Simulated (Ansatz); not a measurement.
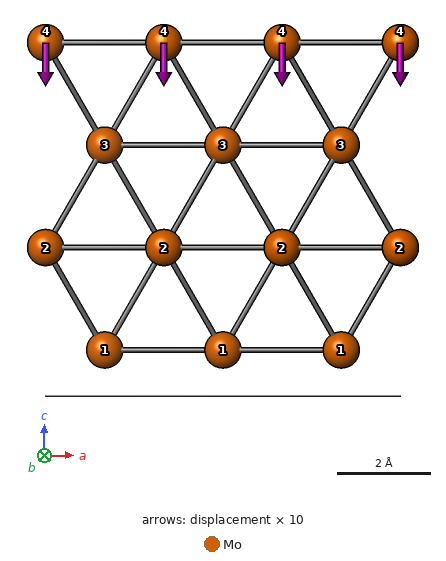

This is a constrained relaxation of a slab of composition Mo (cut from the Im-3m phase). The starting structure is drawn; purple arrows show the displacements, 10 times their true length.

Style: ball-and-stick. Shown: the 3 × 3 repeat of the cell, outlined in the plane, without the vacuum, along the b axis.

Case: clean slab, lower half held. The slab is the (1 1 0) face of Mo. 2 atoms are held fixed.

Theory: Ansatz 0.2.0, DFT PBEsol, scalar-relativistic, plane waves, PAW. Settings: plane-wave cutoff 420 eV; k-point mesh 11 × 11 × 1; occupations gaussian; smearing width 0.1 eV; no spin polarisation; dipole correction; atoms relaxed in a fixed cell; force threshold 0.03 eV/Å; at most 70 steps.

Question: What happened in the run?

Answer: Over 3 accepted moves (5 points after the start) the energy falls by 32.5 meV per cell of the calculation. The largest force component goes from 0.65 to 0.0004 eV/Å. The line search rejected the trial step at point 1 of the run. 1 step only repeated the SCF at the same geometry. The largest move is that of Mo4, 0.096 Å along the normal (−c). The lattice vectors keep their values. Near-neighbour distances that change, for instance: Mo3–Mo4 2.710 → 2.632 Å, Mo3–Mo4 (another image) 3.129 → 3.062 Å. Bond angles that change, for instance: Mo3–Mo4–Mo3 70.5° → 73.0°. The run took about 40 core-seconds on a shared host.
